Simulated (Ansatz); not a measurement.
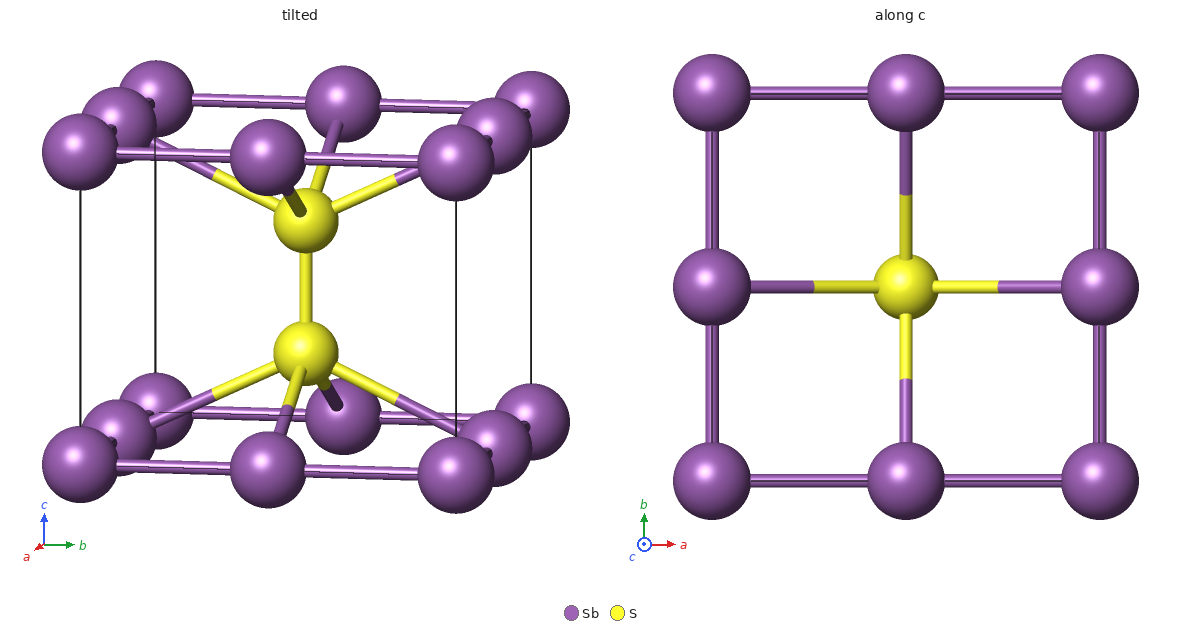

Drawn in the ball-and-stick manner and seen slightly off an axis and along the c axis. The conventional unit cell is outlined; an atom on or near a face, edge or corner is repeated at each equivalent position. Cell: a = 5.77 Å, b = 5.77 Å, c = 4.76 Å, α = 90.00°, β = 90.00°, γ = 90.00°.

The cell started as a random cell made by a generator, so it need not be a real form of the compound. Earlier steps of the study, as a rule a relaxation of our own, may have changed the cell and positions, so they can lie some per cent off the listed ones. It went into a calculation with Ansatz.

### What structure is drawn here?

Formula: Sb₃S₂. Its lattice is primitive tetragonal, its space group P4/mmm (No. 123). Atoms per cell: 5 (3 Sb, 2 S). Counting contacts within bonding distance, the coordination numbers are Sb 4 to 6 (mean 5.3) and S 5.

Results below were computed with DFT PBE, scalar-relativistic, plane waves, PAW in Ansatz; the settings were plane waves up to 420 eV, k-point mesh 8×8×8, Gaussian smearing of 0.1 eV, no spin polarisation.

### Metal or not?

A metal: bands cross the Fermi level.

### Predict the Bader charges.

Sb -0.09 to +0.38 e; S -0.34 e.

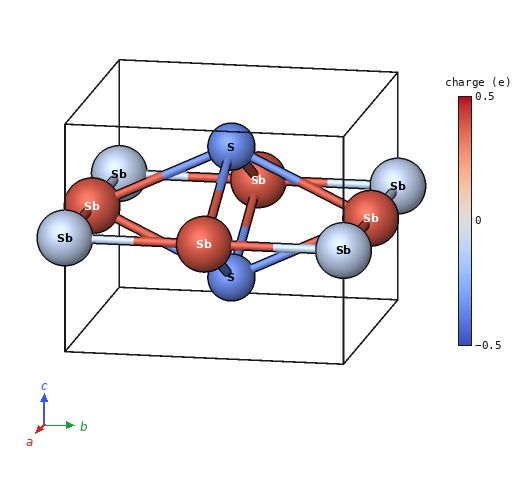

The atoms coloured by those charges. The run's cell of 5 atoms is drawn, so axes and origin can differ from the first picture.

### Can this geometry be taken as optimised?

Yes. All forces vanish to within 0.01 eV/Å. The pressure is 0.0 GPa, close to zero.
